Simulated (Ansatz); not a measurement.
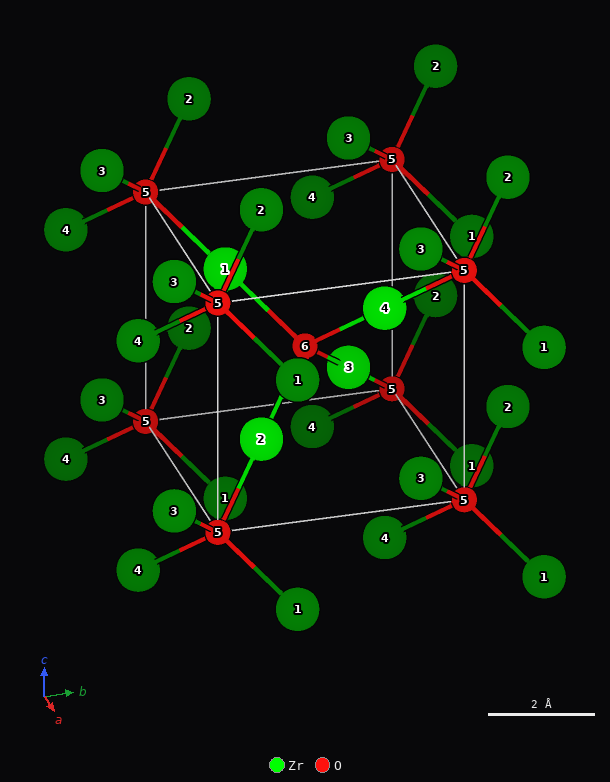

*The starting structure (ball-and-stick view of the cell of the calculation, seen at an oblique angle; neighbours outside the cell are drawn fainter; atoms are numbered from 1 in the order of the input). An atom can appear more than once, as a periodic image.*

Near neighbours in the periodic cell (some may lie outside the picture): Zr has 2 O at 2.11 Å; O has 4 Zr at 2.11 Å.

# Zr2O: geometry relaxation (part 1 of 2)

Zr2O (Pn-3m, 6 atoms in the cell), computed with DFT PBEsol, scalar-relativistic, plane waves, PAW, no spin polarisation (Ansatz 0.2.0).

The structure derives from a Materials Project entry. Figures and captions count atoms from 1; the log counts them from 0 in places.

Log
```
Engine: ansatz 0.2.0, x86_64-unknown-linux-gnu
Pseudopotentials: kind: paw
Pseudopotential: Zr, paw, valence charge 12, recommended cutoff 420 eV (normal), Zr.paw.azcp
Pseudopotential: O, paw, valence charge 6, recommended cutoff 420 eV (normal), O.paw.azcp
Functional definition: PBEsol
  exchange = pbesol_x
  correlation = pbesol_c
Crystal: 6 atoms, lattice volume = 115.954 Å³
Basis set: ecut = 420 eV, 2301 PW (Γ), exchange–correlation on 72×72×72 points (8 copies of the dense FFT grid, shifted against one another)
Bands: 36, of which v1, the nominal top of the filled ones, is band 30 counted from 1 (29 counted from 0)
Symmetry: 48 space group operations
Space group: Pn-3m (ITA 224), of the structure as read, at distance tolerance 4.9e-5 Å
k-points: 35 of 512
Non-local potential: Zr, projectors of the file, l = 0: 3, l = 1: 2, l = 2: 2, l = 3: 2
Non-local potential: O, projectors of the file, l = 0: 2, l = 1: 2, l = 2: 1
PAW form: soft (Blöchl's): semilocal exchange-correlation on the pseudo side does not see the compensation charge
PAW frozen core: Zr, regenerated for the run's functional, and the local potential with it (the file was generated under x = pbe(κ = 0.804, μ = 0.2195149727645171), c = pbe(β = 0.06672455060314922))
PAW frozen core: O, regenerated for the run's functional, and the local potential with it (the file was generated under x = pbe(κ = 0.804, μ = 0.2195149727645171), c = pbe(β = 0.06672455060314922))
PAW one-centre angular grid: Zr, 590 points (default); XC on 64 Gauss nodes
PAW one-centre angular grid: O, 110 points (default); XC on 64 Gauss nodes
Initial density: superposition of atomic densities (neutral atoms: chi_scale 0, normalization atom), corrected by the library's trained network
Initial wavefunctions: pseudopotential atomic-orbital guess
Functional: x = pbesol(κ = 0.804, μ = 0.12345679012345678), c = pbesol(β = 0.046)
SCF iter   1: F=—  HF=-17640.855057 eV  |F-HF|=—  |Δ(HF+E_count)|=         —  Δρ=4.62e-3  dr2=1.80e-2  ethr=1.77e-3  ⟨swp⟩=4.2  Hψ=4792  notcnv=0
preconditioner: auto → Kerker (q_TF=auto, 2.445 Å⁻¹)  [metal: Δε(μ)=0.030 eV  Ē_g=4.894 eV  σ=0.100 eV  W_gap=0.16  n_scr=26 (ndim 8)  ℏωp=16.9 eV  f_vac=0.000  D(μ)=9.79/eV (n_scr^D=122)]
SCF iter   2: F=—  HF=-17640.852664 eV  |F-HF|=—  |Δ(HF+E_count)|=   2.39e-3  Δρ=2.29e-3  dr2=7.81e-3  ethr=3.00e-5  ⟨swp⟩=2.0  Hψ=2100  notcnv=0
SCF iter   3: F=—  HF=-17640.851848 eV  |F-HF|=—  |Δ(HF+E_count)|=   8.16e-4  Δρ=1.53e-3  dr2=1.95e-3  ethr=1.30e-5  ⟨swp⟩=2.0  Hψ=1625  notcnv=0
SCF iter   4: F=—  HF=-17640.851412 eV  |F-HF|=—  |Δ(HF+E_count)|=   4.36e-4  Δρ=2.47e-4  dr2=5.69e-5  ethr=3.26e-6  ⟨swp⟩=2.0  Hψ=1674  notcnv=0
SCF iter   5: F=—  HF=-17640.851418 eV  |F-HF|=—  |Δ(HF+E_count)|=   6.03e-6  Δρ=3.29e-5  dr2=6.74e-7  ethr=9.49e-8  ⟨swp⟩=2.3  Hψ=2337  notcnv=0
SCF iter   6: F=-17640.851419 eV  HF=-17640.851419 eV  |F-HF|=7.49e-9  |Δ(HF+E_count)|=   3.69e-7  Δρ=6.68e-6  dr2=3.72e-8  ethr=1.67e-10  ⟨swp⟩=6.3  Hψ=4745  notcnv=0
SCF 1 converged in 6 iterations: F = -17640.851419 eV  dr2 = 3.72e-8
  greatest PAW one-centre occupation: 0.996 electrons in one spin orbital (limit 2), on the Zr atom at site 2 (counted from 0), in its partial waves of l = 0
relax step   1: F+E_penalty+E_count = -17640.85141856 eV  Δ(F+E_penalty+E_count) = +0.000e0 eV  max|allowed force component| = 2.698e-18 eV/Å  Δτ_max = 0.0000 Å  P = -6.085 GPa  Ω = 115.954 Å³  (6 SCF iters, dr2 threshold 1.00e-7 eV, accepted)
Crystal: 6 atoms, lattice volume = 107.511 Å³
Basis set: ecut = 420 eV, 2103 PW (Γ), exchange–correlation on 72×72×72 points (8 copies of the dense FFT grid, shifted against one another)
Initial density: handed on by an earlier stage of this run
Initial wavefunctions: those handed on with the density
iter 1 solved again at ethr=2.37e-5 eV; its pass at ethr=3.10e-3 eV (dr2=1.42e-2 eV) is discarded
SCF iter   1: F=—  HF=-17640.929594 eV  |F-HF|=—  |Δ(HF+E_count)|=         —  Δρ=4.39e-3  dr2=1.31e-2  ethr=2.37e-5  ⟨swp⟩=1.3  Hψ=6484  notcnv=0
preconditioner: auto → Kerker (q_TF=auto, 2.476 Å⁻¹)  [metal: Δε(μ)=0.016 eV  Ē_g=5.143 eV  σ=0.100 eV  W_gap=0.09  n_scr=26 (ndim 8)  ℏωp=17.5 eV  f_vac=0.000  D(μ)=9.11/eV (n_scr^D=92)]
SCF iter   2: F=—  HF=-17640.926526 eV  |F-HF|=—  |Δ(HF+E_count)|=   3.07e-3  Δρ=1.66e-3  dr2=4.39e-3  ethr=2.19e-5  ⟨swp⟩=2.0  Hψ=1548  notcnv=0
SCF iter   3: F=—  HF=-17640.925536 eV  |F-HF|=—  |Δ(HF+E_count)|=   9.90e-4  Δρ=1.00e-3  dr2=1.25e-3  ethr=7.32e-6  ⟨swp⟩=2.0  Hψ=1454  notcnv=0
SCF iter   4: F=—  HF=-17640.925132 eV  |F-HF|=—  |Δ(HF+E_count)|=   4.04e-4  Δρ=1.74e-4  dr2=3.56e-5  ethr=2.09e-6  ⟨swp⟩=2.0  Hψ=1663  notcnv=0
SCF iter   5: F=—  HF=-17640.925151 eV  |F-HF|=—  |Δ(HF+E_count)|=   1.93e-5  Δρ=2.70e-5  dr2=4.89e-7  ethr=1.00e-9  ⟨swp⟩=4.3  Hψ=6006  notcnv=0
SCF iter   6: F=-17640.925151 eV  HF=-17640.925151 eV  |F-HF|=2.02e-8  |Δ(HF+E_count)|=   8.64e-8  Δρ=5.04e-6  dr2=2.54e-8  ethr=8.14e-10  ⟨swp⟩=2.0  Hψ=4173  notcnv=0
SCF 2 converged in 6 iterations: F = -17640.925151 eV  dr2 = 2.54e-8
  greatest PAW one-centre occupation: 0.997 electrons in one spin orbital (limit 2), on the Zr atom at site 3 (counted from 0), in its partial waves of l = 0
relax step   2: F+E_penalty+E_count = -17640.92515119 eV  Δ(F+E_penalty+E_count) = -7.373e-2 eV  max|allowed force component| = 1.542e-17 eV/Å  Δτ_max = 0.0000 Å  P = +4.407 GPa  Ω = 107.511 Å³  energy of the carried Pulay correction = +1.236e-2 eV  (6 SCF iters, dr2 threshold 6.00e-7 eV, accepted)
Crystal: 6 atoms, lattice volume = 110.903 Å³
Basis set: ecut = 420 eV, 2109 PW (Γ), exchange–correlation on 72×72×72 points (8 copies of the dense FFT grid, shifted against one another)
iter 1 solved again at ethr=4.81e-6 eV; its pass at ethr=3.10e-3 eV (dr2=2.88e-3 eV) is discarded
SCF iter   1: F=—  HF=-17640.963337 eV  |F-HF|=—  |Δ(HF+E_count)|=         —  Δρ=1.99e-3  dr2=2.76e-3  ethr=4.81e-6  ⟨swp⟩=1.0  Hψ=6427  notcnv=0
preconditioner: auto → Kerker (q_TF=auto, 2.463 Å⁻¹)  [metal: Δε(μ)=0.029 eV  Ē_g=5.044 eV  σ=0.100 eV  W_gap=0.16  n_scr=26 (ndim 8)  ℏωp=17.3 eV  f_vac=0.000  D(μ)=9.40/eV (n_scr^D=92)]
SCF iter   2: F=—  HF=-17640.962697 eV  |F-HF|=—  |Δ(HF+E_count)|=   6.40e-4  Δρ=6.86e-4  dr2=8.14e-4  ethr=4.61e-6  ⟨swp⟩=2.0  Hψ=1574  notcnv=0
SCF iter   3: F=—  HF=-17640.962535 eV  |F-HF|=—  |Δ(HF+E_count)|=   1.62e-4  Δρ=4.38e-4  dr2=2.77e-4  ethr=1.36e-6  ⟨swp⟩=1.2  Hψ=1270  notcnv=0
SCF iter   4: F=—  HF=-17640.962471 eV  |F-HF|=—  |Δ(HF+E_count)|=   6.37e-5  Δρ=7.51e-5  dr2=6.83e-6  ethr=4.62e-7  ⟨swp⟩=2.0  Hψ=1689  notcnv=0
SCF iter   5: F=-17640.962471 eV  HF=-17640.962471 eV  |F-HF|=9.52e-9  |Δ(HF+E_count)|=   5.85e-7  Δρ=1.24e-5  dr2=1.10e-7  ethr=1.00e-9  ⟨swp⟩=3.4  Hψ=5162  notcnv=0
SCF 3 converged in 5 iterations: F = -17640.962471 eV  dr2 = 1.10e-7
relax step   3: F+E_penalty+E_count = -17640.96247060 eV  Δ(F+E_penalty+E_count) = -3.732e-2 eV  max|allowed force component| = 1.908e-17 eV/Å  Δτ_max = 0.0000 Å  P = -0.283 GPa  Ω = 110.903 Å³  energy of the carried Pulay correction = +7.282e-3 eV  (5 SCF iters, dr2 threshold 6.00e-7 eV, accepted)
Crystal: 6 atoms, lattice volume = 110.692 Å³
iter 1 solved again at ethr=2.32e-8 eV; its pass at ethr=3.10e-3 eV (dr2=1.39e-5 eV) is discarded
SCF iter   1: F=—  HF=-17640.962956 eV  |F-HF|=—  |Δ(HF+E_count)|=         —  Δρ=1.13e-4  dr2=8.79e-6  ethr=2.32e-8  ⟨swp⟩=2.0  Hψ=6238  notcnv=0
preconditioner: auto → Kerker (q_TF=auto, 2.464 Å⁻¹)  [metal: Δε(μ)=0.029 eV  Ē_g=5.052 eV  σ=0.100 eV  W_gap=0.16  n_scr=26 (ndim 8)  ℏωp=17.3 eV  f_vac=0.000  D(μ)=9.39/eV (n_scr^D=92)]
SCF iter   2: F=—  HF=-17640.962977 eV  |F-HF|=—  |Δ(HF+E_count)|=   2.07e-5  Δρ=4.35e-5  dr2=2.84e-6  ethr=1.47e-8  ⟨swp⟩=2.0  Hψ=1548  notcnv=0
SCF iter   3: F=—  HF=-17640.962976 eV  |F-HF|=—  |Δ(HF+E_count)|=   6.19e-7  Δρ=2.57e-5  dr2=7.83e-7  ethr=4.73e-9  ⟨swp⟩=2.1  Hψ=1554  notcnv=0
SCF iter   4: F=-17640.962976 eV  HF=-17640.962976 eV  |F-HF|=8.71e-9  |Δ(HF+E_count)|=   2.39e-7  Δρ=4.30e-6  dr2=2.30e-8  ethr=3.34e-10  ⟨swp⟩=2.6  Hψ=4308  notcnv=0
SCF 4 converged in 4 iterations: F = -17640.962976 eV  dr2 = 2.30e-8
relax step   4: F+E_penalty+E_count = -17640.96297625 eV  Δ(F+E_penalty+E_count) = -5.056e-4 eV  max|allowed force component| = 1.388e-17 eV/Å  Δτ_max = 0.0000 Å  P = -0.012 GPa  Ω = 110.692 Å³  energy of the carried Pulay correction = +7.593e-3 eV  (4 SCF iters, dr2 threshold 2.00e-7 eV, accepted)
Initial wavefunctions: pseudopotential atomic-orbital guess (no wavefunctions were taken with the density)
iter 1 solved again at ethr=3.78e-8 eV; its pass at ethr=3.10e-3 eV (dr2=2.27e-5 eV) is discarded
SCF iter   1: F=—  HF=-17640.956877 eV  |F-HF|=—  |Δ(HF+E_count)|=         —  Δρ=2.05e-4  dr2=6.96e-6  ethr=3.78e-8  ⟨swp⟩=3.3  Hψ=8652  notcnv=0
SCF iter   2: F=—  HF=-17640.956902 eV  |F-HF|=—  |Δ(HF+E_count)|=   2.51e-5  Δρ=9.98e-5  dr2=2.06e-6  ethr=1.16e-8  ⟨swp⟩=2.0  Hψ=1670  notcnv=0
SCF iter   3: F=—  HF=-17640.956904 eV  |F-HF|=—  |Δ(HF+E_count)|=   1.77e-6  Δρ=4.24e-5  dr2=2.54e-7  ethr=3.44e-9  ⟨swp⟩=2.0  Hψ=1460  notcnv=0
SCF iter   4: F=—  HF=-17640.956904 eV  |F-HF|=—  |Δ(HF+E_count)|=   2.94e-7  Δρ=9.42e-7  dr2=7.07e-10  ethr=4.23e-10  ⟨swp⟩=2.0  Hψ=1541  notcnv=0
SCF iter   5: F=—  HF=-17640.956904 eV  |F-HF|=—  |Δ(HF+E_count)|=  2.18e-11  Δρ=2.73e-7  dr2=1.06e-10  ethr=1.00e-12  ⟨swp⟩=4.9  Hψ=4736  notcnv=0
SCF iter   6: F=-17640.956904 eV  HF=-17640.956904 eV  |F-HF|=0.00e0  |Δ(HF+E_count)|=  2.91e-11  Δρ=8.08e-8  dr2=6.19e-12  ethr=1.00e-12  ⟨swp⟩=4.0  Hψ=3872  notcnv=0
SCF 5 converged in 6 iterations: F = -17640.956904 eV  dr2 = 6.19e-12
  greatest PAW one-centre occupation: 0.996 electrons in one spin orbital (limit 2), on the Zr atom at site 3 (counted from 0), in its partial waves of l = 0
relax step   5: F+E_penalty+E_count = -17640.95690388 eV  Δ(F+E_penalty+E_count) = +6.072e-3 eV  max|allowed force component| = 1.426e-17 eV/Å  Δτ_max = 0.0000 Å  P = -0.103 GPa  Ω = 110.692 Å³  stress off target by 1.03e-1 GPa  SCF on the basis re-selected at this cell (its energy is not comparable with the rows above)  (6 SCF iters)
basis re-selected at this cell: Δ(F+E_penalty+E_count) = +6.072e-3 eV, ΔP = -0.092 GPa vs the last step (what re-selecting the basis moved, of the pressure what is left beyond the Pulay correction that the steps carried, after the strain that the cell walked since its last selection, with what the two solves' SCF thresholds leave and, on support functions, any second-order correction that the steps lacked; it is no measure of the basis error at this ecutwfc). This SCF's stress stands 1.03e-1 GPa from its target on what of the cell is left free (relax.cell.stress_tol is 5.00e-2 GPa) and its largest allowed force component is 1.43e-17 eV/Å (relax.f_tol is 5.00e-3 eV/Å): not within both, so this SCF does not close the relaxation
Crystal: 6 atoms, lattice volume = 110.612 Å³
iter 1 solved again at ethr=3.53e-9 eV; its pass at ethr=3.10e-3 eV (dr2=2.12e-6 eV) is discarded
SCF iter   1: F=—  HF=-17640.957028 eV  |F-HF|=—  |Δ(HF+E_count)|=         —  Δρ=4.46e-5  dr2=1.38e-6  ethr=3.53e-9  ⟨swp⟩=2.0  Hψ=6199  notcnv=0
preconditioner: auto → Kerker (q_TF=auto, 2.464 Å⁻¹)  [metal: Δε(μ)=0.029 eV  Ē_g=5.054 eV  σ=0.100 eV  W_gap=0.16  n_scr=26 (ndim 8)  ℏωp=17.3 eV  f_vac=0.000  D(μ)=9.38/eV (n_scr^D=92)]
SCF iter   2: F=—  HF=-17640.957051 eV  |F-HF|=—  |Δ(HF+E_count)|=   2.28e-5  Δρ=1.60e-5  dr2=4.36e-7  ethr=2.29e-9  ⟨swp⟩=2.0  Hψ=1554  notcnv=0
SCF iter   3: F=—  HF=-17640.957051 eV  |F-HF|=—  |Δ(HF+E_count)|=   9.00e-8  Δρ=1.01e-5  dr2=1.41e-7  ethr=7.27e-10  ⟨swp⟩=1.3  Hψ=1286  notcnv=0
SCF iter   4: F=-17640.957051 eV  HF=-17640.957051 eV  |F-HF|=1.61e-9  |Δ(HF+E_count)|=   4.43e-8  Δρ=1.80e-6  dr2=3.83e-9  ethr=4.44e-11  ⟨swp⟩=3.0  Hψ=4491  notcnv=0
SCF 6 converged in 4 iterations: F = -17640.957051 eV  dr2 = 3.83e-9
relax step   6: F+E_penalty+E_count = -17640.95705110 eV  Δ(F+E_penalty+E_count) = -1.472e-4 eV  max|allowed force component| = 1.581e-17 eV/Å  Δτ_max = 0.0000 Å  P = +0.000 GPa  Ω = 110.612 Å³  energy of the carried Pulay correction = +1.215e-4 eV  (4 SCF iters, dr2 threshold 2.67e-8 eV, accepted)
iter 1 solved again at ethr=1.55e-8 eV; its pass at ethr=3.10e-3 eV (dr2=9.28e-6 eV) is discarded
SCF iter   1: F=—  HF=-17640.956926 eV  |F-HF|=—  |Δ(HF+E_count)|=         —  Δρ=4.09e-6  dr2=6.41e-9  ethr=1.55e-8  ⟨swp⟩=3.5  Hψ=8688  notcnv=0
SCF iter   2: F=—  HF=-17640.956949 eV  |F-HF|=—  |Δ(HF+E_count)|=   2.27e-5  Δρ=2.13e-6  dr2=1.98e-9  ethr=1.07e-11  ⟨swp⟩=2.2  Hψ=2337  notcnv=0
SCF iter   3: F=—  HF=-17640.956949 eV  |F-HF|=—  |Δ(HF+E_count)|=  2.22e-10  Δρ=7.00e-7  dr2=4.65e-10  ethr=3.30e-12  ⟨swp⟩=1.5  Hψ=1504  notcnv=0
SCF iter   4: F=-17640.956949 eV  HF=-17640.956949 eV  |F-HF|=1.46e-11  |Δ(HF+E_count)|=  5.82e-11  Δρ=1.93e-7  dr2=3.68e-11  ethr=1.00e-12  ⟨swp⟩=3.1  Hψ=4467  notcnv=0
SCF 7 converged in 4 iterations: F = -17640.956949 eV  dr2 = 3.68e-11
relax step   7: F+E_penalty+E_count = -17640.95694902 eV  Δ(F+E_penalty+E_count) = +1.021e-4 eV  max|allowed force component| = 2.043e-17 eV/Å  Δτ_max = 0.0000 Å  P = -0.001 GPa  Ω = 110.612 Å³  stress off target by 7.25e-4 GPa  SCF on the basis re-selected at this cell (its energy is not comparable with the rows above)  (4 SCF iters)
```

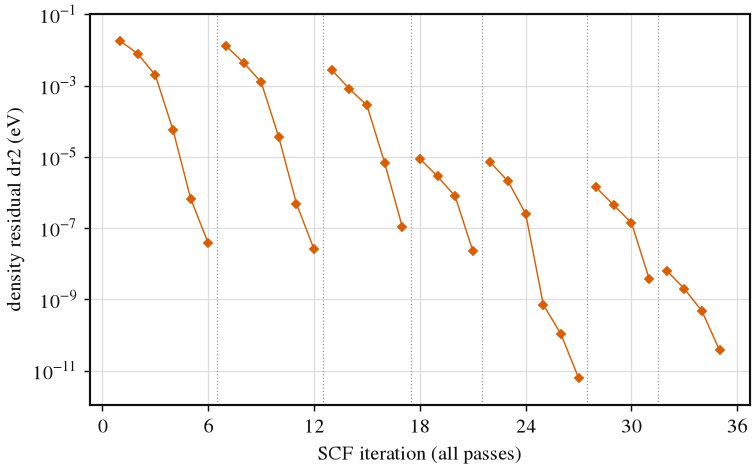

*Convergence of the self-consistent field: density residual dr2 against the SCF iteration. The dotted lines part the SCF passes of the relaxation: geometry steps, rejected trials and re-solves on a re-selected basis.*

The 7 passes take 4 to 6 iterations each, 35 in all.

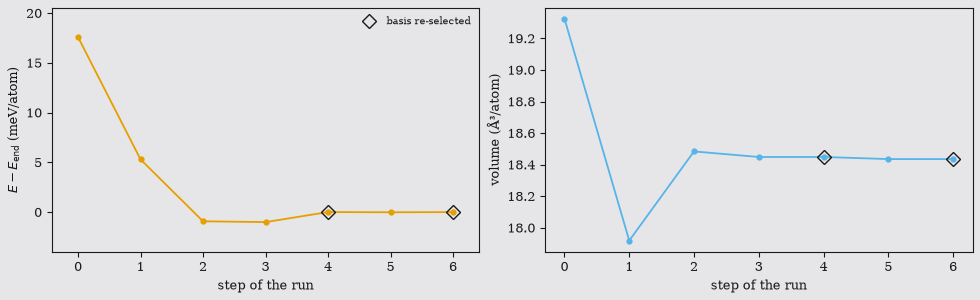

*Progress of the relaxation, step by step (the first geometry is step 0 here and step 1 in the log).*
